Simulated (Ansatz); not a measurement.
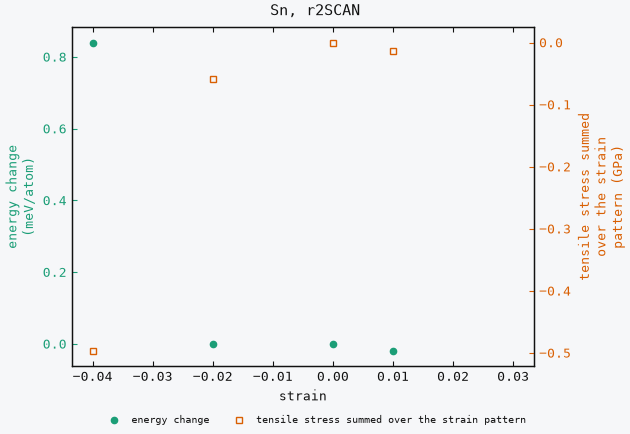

The plot gives the computed energy change and tensile stress summed over the strain pattern against strain for Sn, space group Im-3m (No. 229).

The given structure:
```
CELL_PARAMETERS angstrom
-1.89465 1.89465 1.89465
1.89465 -1.89465 1.89465
1.89465 1.89465 -1.89465
ATOMIC_POSITIONS crystal
Sn 0.00000 0.00000 0.00000
```

Calculation (Ansatz 0.2.0): homogeneous strain of a crystal along one Voigt pattern with engineering shear, fractional coordinates fixed, by plane-wave density functional theory with PAW datasets, free energies less that of the undisturbed cell; scalar-relativistic. Level: r2SCAN, no spin polarisation.

- wave cutoff: 500 eV
- k mesh: 18×18×18
- occupations: Gaussian
- smearing width: 0.15 eV
- k shift: (0, 0, 0) (mesh steps)
- start: as given
- strain pattern: (0, 0, 0, 0, 0, 1) (xx yy zz yz xz xy with engineering shear)

The point at strain 0.03 is left out of the plot. What does the calculation give there?

```json
{"strain": "0.03", "energy change (meV/atom)": "0.23", "tensile stress summed over the strain pattern (GPa)": "0.243"}
```

Keep in mind: reference crystal is not relaxed.
